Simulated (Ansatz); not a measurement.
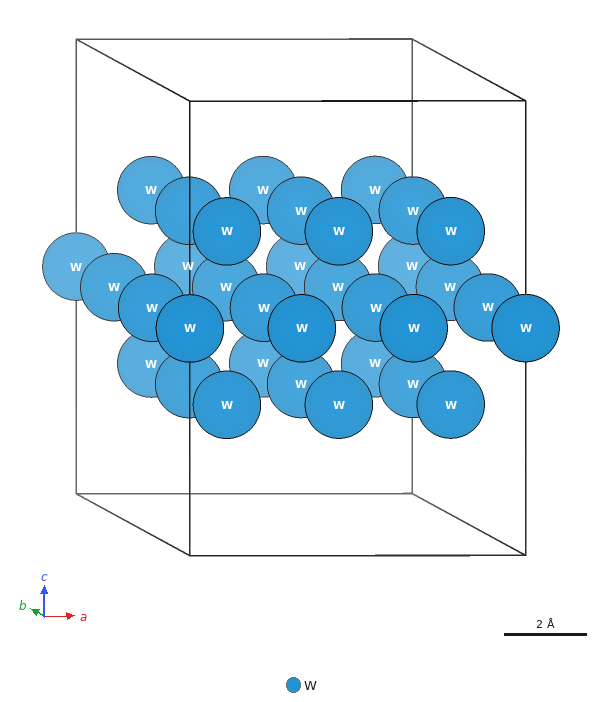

**Figure 1.** The structure (spheres-only view of the 3 × 3 repeat of the cell, with the vacuum cut short, seen slightly off an axis).

## Single-point calculation, with input and output: W

- system: W (slab, 3 atoms in the cell)
- method: DFT PBEsol, scalar-relativistic, plane waves, PAW, no spin polarisation (Ansatz 0.2.0)

The structure derives from an entry of the Crystallography Open Database.

### The program's output
```
Engine: ansatz 0.2.0, x86_64-unknown-linux-gnu
Pseudopotentials: kind: paw
Pseudopotential: W, paw, valence charge 14, recommended cutoff 420 eV (normal), W.paw.azcp
Functional definition: PBEsol
  exchange = pbesol_x
  correlation = pbesol_c
Crystal: 3 atoms, lattice volume = 149.972 Å³
Basis set: ecut = 420 eV, 2981 PW (Γ), exchange–correlation on 40×40×288 points (8 copies of the dense FFT grid, shifted against one another)
Bands: 26, of which v1, the nominal top of the filled ones, is band 21 counted from 1 (20 counted from 0)
Symmetry: 4 space group operations
k-points: 31 of 100
Non-local potential: W, projectors of the file, l = 0: 3, l = 1: 2, l = 2: 2, l = 3: 1
PAW form: soft (Blöchl's): semilocal exchange-correlation on the pseudo side does not see the compensation charge
PAW frozen core: W, regenerated for the run's functional, and the local potential with it (the file was generated under x = pbe(κ = 0.804, μ = 0.2195149727645171), c = pbe(β = 0.06672455060314922))
PAW one-centre angular grid: W, 590 points (default); XC on 64 Gauss nodes
Initial density: superposition of atomic densities (neutral atoms: chi_scale 0, normalization atom), corrected by the library's trained network
Initial wavefunctions: pseudopotential atomic-orbital guess
Functional: x = pbesol(κ = 0.804, μ = 0.12345679012345678), c = pbesol(β = 0.046)
SCF iter   1: F=—  HF=-30766.520557 eV  |F-HF|=—  |Δ(HF+E_count)|=         —  Δρ=8.83e-3  dr2=7.26e-1  ethr=1.77e-3  p=0.000 e·Å  D=1.59e-6 V/Å  ΔV_dip=-0.00 eV  dr2_dipole=6.64e-8  V_vac-E_F(+/−)=5.28/5.28 eV  ⟨swp⟩=7.8  Hψ=4257  notcnv=0
efield: sawtooth ramp at fractional position 0.7689 (placed from the atoms, in the widest stretch of the axis that holds none; the zero of the levels goes with the place), width 0.0400; the density the first Hamiltonian is built on has a dipole p = 0.000 e·Å; the dipole correction subtracts the counter field D = 1.59e-6 V/Å, which shifts the + side's vacuum level by -0.00 eV against the − side's; the planar-averaged density in the ramp window peaks in size at 1.2e-5 e/Å³
preconditioner: auto → LDOS  [metal: Δε(μ)=0.022 eV  Ē_g=4.797 eV  σ=0.100 eV  W_gap=0.12  n_scr=14 (ndim 8)  ℏωp=12.9 eV  f_vac=0.598  D(μ)=3.64/eV (n_scr^D=14)  β→1.0]
SCF iter   2: F=—  HF=-30766.472979 eV  |F-HF|=—  |Δ(HF+E_count)|=   4.76e-2  Δρ=3.72e-3  dr2=4.41e-2  ethr=1.73e-3  p=-0.000 e·Å  D=-1.04e-4 V/Å  ΔV_dip=0.00 eV  dr2_dipole=1.01e-5  V_vac-E_F(+/−)=4.97/4.97 eV  ⟨swp⟩=2.0  Hψ=1198  notcnv=0  defer=13
SCF iter   3: F=—  HF=-30766.468313 eV  |F-HF|=—  |Δ(HF+E_count)|=   4.67e-3  Δρ=5.45e-4  dr2=3.33e-3  ethr=1.05e-4  p=-0.000 e·Å  D=-5.54e-7 V/Å  ΔV_dip=0.00 eV  dr2_dipole=2.20e-8  V_vac-E_F(+/−)=4.99/4.99 eV  ⟨swp⟩=2.2  Hψ=1233  notcnv=0  defer=14
SCF iter   4: F=—  HF=-30766.468214 eV  |F-HF|=—  |Δ(HF+E_count)|=   9.84e-5  Δρ=1.94e-4  dr2=8.04e-5  ethr=7.93e-6  p=-0.000 e·Å  D=-1.64e-5 V/Å  ΔV_dip=0.00 eV  dr2_dipole=4.04e-10  V_vac-E_F(+/−)=4.96/4.95 eV  ⟨swp⟩=2.4  Hψ=1113  notcnv=0  defer=14
SCF iter   5: F=—  HF=-30766.468217 eV  |F-HF|=—  |Δ(HF+E_count)|=   2.73e-6  Δρ=5.95e-5  dr2=1.43e-5  ethr=1.91e-7  p=0.000 e·Å  D=5.13e-6 V/Å  ΔV_dip=-0.00 eV  dr2_dipole=1.92e-11  V_vac-E_F(+/−)=4.95/4.95 eV  ⟨swp⟩=3.2  Hψ=1533  notcnv=0  defer=12
SCF iter   6: F=—  HF=-30766.468219 eV  |F-HF|=—  |Δ(HF+E_count)|=   1.64e-6  Δρ=1.79e-5  dr2=7.07e-7  ethr=3.41e-8  p=-0.000 e·Å  D=-6.20e-6 V/Å  ΔV_dip=0.00 eV  dr2_dipole=1.31e-9  V_vac-E_F(+/−)=4.94/4.94 eV  ⟨swp⟩=2.9  Hψ=1327  notcnv=0  defer=12
SCF iter   7: F=-30766.468219 eV  HF=-30766.468219 eV  |F-HF|=6.56e-8  |Δ(HF+E_count)|=   2.18e-8  Δρ=5.68e-6  dr2=8.08e-8  ethr=2.38e-10  p=0.000 e·Å  D=5.47e-6 V/Å  ΔV_dip=-0.00 eV  dr2_dipole=3.12e-10  V_vac-E_F(+/−)=4.94/4.94 eV  ⟨swp⟩=11.9  Hψ=4430  notcnv=0
SCF 1 converged in 7 iterations: F = -30766.468219 eV  dr2 = 8.08e-8
  greatest PAW one-centre occupation: 1.000 electrons in one spin orbital (limit 2), on the W atom at site 2 (counted from 0), in its partial waves of l = 0
SCF converged after 7 iterations
Free energy (F): -30766.468219 eV
Harris-Foulkes:  -30766.468219 eV  (|F-HF|=6.56e-8)
Internal energy: -30766.451610 eV  (E = F + TS)
E sigma→0 (E₀):  -30766.459915 eV
Entropy (-TS):   -0.016608 eV (-5.536 meV/atom)
Fermi energy:    3.792814 eV
Dipole field:    D = -0.000022 V/Å  (p = -0.000018 e·Å, saw-weighted, corrected)
Work function:   Φ+ = 4.9437 eV   Φ− = 4.9432 eV
Levels:          The Fermi level and band energies are counted from a zero that moves with the ramp; work functions are not
--- Per-component energies (eV) ---
  E_band       = -1022.623988
  E_kinetic    = 1345.714441
  E_local      = -41884.508606  (includes V_loc(G=0)·N_el)
  E_nonlocal   = 12.353638
  E_hartree    = 20298.111568
  E_xc         = -791.689787
  E_vxc        = -710.761146  (∫ρ·V_xc dr)
  E_paw        = -25308.530402  (= ΣΔE_a)
  E_vpaw       = -381.617317  (= ΣTr[D̂ρ^β])
  E_aug_tail   = -0.000180  (compensation charges beyond the density's cutoff)
  E_efield     = 0.000000  (sawtooth field / dipole correction)
  E_vefield    = 0.000000  (∫n·V_field dr)
  E_ewald      = 15561.432341
  E_core_change = 0.665377  (= ΣΔE_core)
  E_smearing   = -0.016608  (= −TS)
  E_closure    = -0.000000  (closes the sum)
  Σ components = -30766.468219   (vs F -30766.468219, Δ=0.00e0)
--- Forces (eV/Å), atoms counted from 1 ---
  atom   1  W      0.00000000     0.00000000     0.01960543
  atom   2  W     -0.00000000     0.00000000    -0.00070077
  atom   3  W      0.00000000     0.00000000    -0.01879922
  max |Σ_I F_I| component: 1.05e-4 eV/Å
--- Band table (eV; the first three rows and the last of 31) ---
  k-point 0: bands = ["-70.2286", "-70.0174", "-69.9969", "-35.0214", "-34.4467", "-34.2088", "-33.9217", "-33.9044", "-33.7943", "-33.6959", "-33.5843", "-33.5842", "-5.0503", "-2.8477", "-2.3583", "0.3975", "1.6488", "2.2883", "2.4718", "2.6940", "3.1356", "3.1827", "4.6120", "5.6142", "5.8893", "5.9077"]
  k-point 1: bands = ["-70.2200", "-70.0107", "-69.9920", "-34.9926", "-34.4989", "-34.1964", "-33.9811", "-33.9718", "-33.7807", "-33.7587", "-33.6286", "-33.6236", "-4.7001", "-2.5124", "-1.9972", "0.4652", "1.6716", "1.9570", "2.4018", "2.7490", "2.9578", "3.5012", "4.0973", "5.4688", "5.5490", "5.9171"]
  k-point 2: bands = ["-70.1974", "-69.9933", "-69.9793", "-34.9187", "-34.6567", "-34.2071", "-34.1598", "-34.0860", "-33.9289", "-33.8418", "-33.6630", "-33.6620", "-3.7843", "-1.7780", "-1.1377", "0.5669", "1.4135", "1.8289", "1.9103", "2.3487", "2.8979", "3.8367", "4.4320", "5.3954", "5.5039", "6.0337"]
  k-point 30: bands = ["-70.0953", "-69.8956", "-69.8835", "-35.1419", "-34.7090", "-34.7035", "-34.6566", "-34.6340", "-34.2587", "-34.2473", "-34.1385", "-33.8714", "-2.0468", "-1.5103", "-1.4598", "-0.5166", "0.7422", "0.8837", "3.7577", "4.2084", "4.5542", "5.4292", "6.2137", "7.1047", "7.4743", "9.1529"]
```

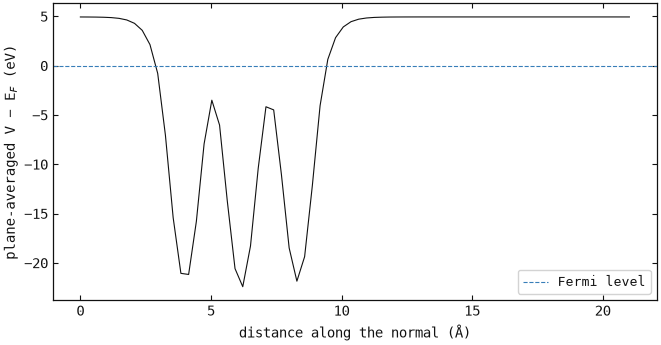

**Figure 2.** Plane average of the electrostatic potential energy of an electron across the cell, from the Fermi level. The vacuum level lies 4.94 eV above the Fermi level.

This output came from the following input.

### The input
```yaml
crystal:
  lattice:
    - [2.7317561349, 0.0, 0.0]
    - [-0.9105853783, 2.5755243833, 0.0]
    - [0.0, 0.0, 21.3158546942]
  atoms:
    - { symbol: W, position: [0.5, 0.5, 0.1876537468] }
    - { symbol: W, position: [0.0, 0.0, 0.2888907691] }
    - { symbol: W, position: [0.5, 0.5, 0.3901253228] }
basis:
  ecutwfc: 420
kpoints:
  mp_grid: { grid: [10, 10, 1] }
hamiltonian:
  xc: pbesol
scf:
  occupations: { method: gaussian, width: 0.1 }
output:
  forces: true
  eigenvalues: true
efield:
  axis: 3
  dipole_correction: true
  ramp_width: 0.04
```

Launch command:
```bash
ansatz run input.yaml --threads 1 --pin off --max-ram 3072MiB --backend cpu --events-out ev --progress --plain --runs-dir out
```

### Results in brief

```json
{"quantity": "outcome", "value": "converged"}
{"quantity": "electrons treated", "value": "42"}
{"quantity": "free energy", "value": "−30766.4682 eV"}
{"quantity": "work function, top face", "value": "4.94 eV"}
{"quantity": "work function, bottom face", "value": "4.94 eV"}
{"quantity": "Fermi energy", "value": "3.793 eV"}
{"quantity": "gap on the k-point mesh", "value": "none (metallic)"}
{"quantity": "work function (upper face)", "value": "4.94 eV"}
{"quantity": "largest force (length of the vector)", "value": "0.020 eV/Å"}
{"quantity": "hardware", "value": "1 thread of Intel Xeon @ 2.90GHz (Ice Lake), 128 GiB of memory available, shared host"}
{"quantity": "wall time", "value": "11 s"}
{"quantity": "peak memory", "value": "0.5 GiB"}
```

### Notes

Spin–orbit coupling is left out, which matters for W.
